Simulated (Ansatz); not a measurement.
System: Os.

```yaml
crystal:
  lattice:
    - [5.51842, 0.00000, 0.00000]
    - [0.00000, 5.51842, 0.00000]
    - [0.00000, 0.00000, 5.51842]
  atoms:
    - { symbol: Os, position: [0.75000, 0.25000, 0.25000] }
    - { symbol: Os, position: [0.25000, 0.75000, 0.25000] }
    - { symbol: Os, position: [0.25000, 0.25000, 0.75000] }
    - { symbol: Os, position: [0.75000, 0.75000, 0.75000] }
    - { symbol: Os, position: [0.50000, 0.00000, 0.00000] }
    - { symbol: Os, position: [0.00000, 0.50000, 0.00000] }
    - { symbol: Os, position: [0.00000, 0.00000, 0.50000] }
    - { symbol: Os, position: [0.50000, 0.50000, 0.50000] }
```

Space group Fd-3m; set up as Os, diamond; a generated structure, not necessarily the stable one; computed without spin polarisation.

These are results of DFT, r2SCAN, plane waves (500 eV) with PAW, scalar-relativistic (Ansatz 0.2.0), not measurements.

**What can the converged valence pseudo-density and electron localisation function tell about the bonding?**

Os–Os (2.39 Å): ρ is about 0.88 e/Å³ halfway; the ELF is about 0.50 at the midpoint.

**Metal or insulator at this level of theory?**

It is gapless in this calculation (a metal or semimetal).

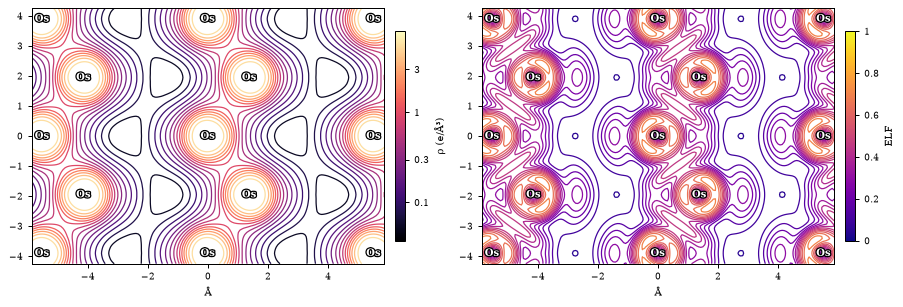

Computed valence pseudo-density and electron localisation function on the (011) plane of the conventional cell, in this order. 
